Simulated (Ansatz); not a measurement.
Cell and atoms:

```yaml
crystal:
  lattice:
    - [2.50768, 0.00000, 0.00000]
    - [0.00000, 6.67896, 0.00000]
    - [0.00000, 0.00000, 4.33766]
  atoms:
    - { symbol: B, position: [0.50000, 0.00000, 0.50011] }
    - { symbol: N, position: [0.50000, 0.00000, 0.16659] }
    - { symbol: B, position: [0.50000, 0.50000, 0.00011] }
    - { symbol: N, position: [0.50000, 0.50000, 0.66659] }
    - { symbol: B, position: [0.00000, 0.00000, 0.00011] }
    - { symbol: N, position: [0.00000, 0.00000, 0.66659] }
    - { symbol: B, position: [0.00000, 0.50000, 0.50011] }
    - { symbol: N, position: [0.00000, 0.50000, 0.16659] }
```

**Give a crystallographic description of this input.**

Composition: BN. The lattice is face-centred orthorhombic and the space group Fmm2 (No. 42). Atoms per cell: 8 (4 B, 4 N). The polyhedra are BN3 triangles; they share corners. B is coordinated by three N in a trigonal planar arrangement at 1.45 Å. Around each N lie three B in a trigonal planar arrangement at 1.45 Å. The bonds build BN layers parallel to (010).

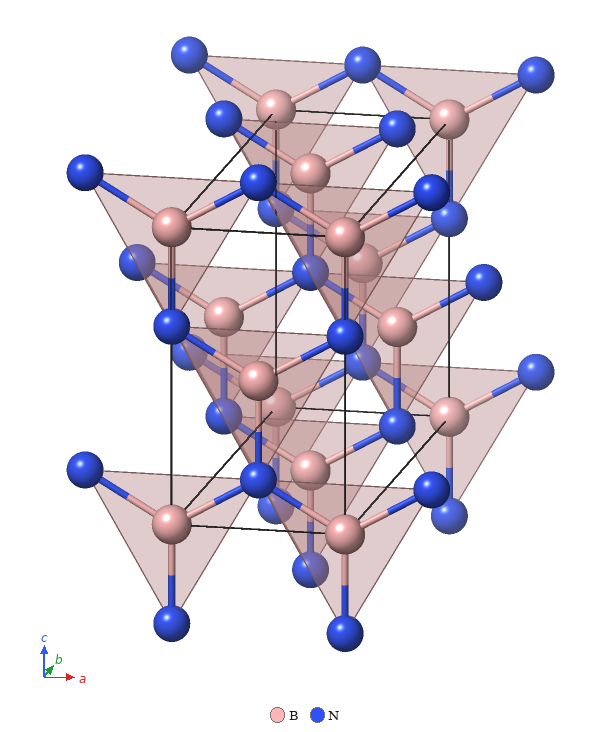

The crystal in a polyhedral representation, seen slightly off an axis. The edges of the conventional unit cell are marked. A few atoms beyond the faces are included. Colours: boron pink, nitrogen blue.

It derives from a structure listed in the Materials Project. Earlier steps of the study, as a rule a relaxation of our own, may have changed the cell and positions, so they can lie some per cent off the listed ones. It was run through Ansatz as a DFT input.
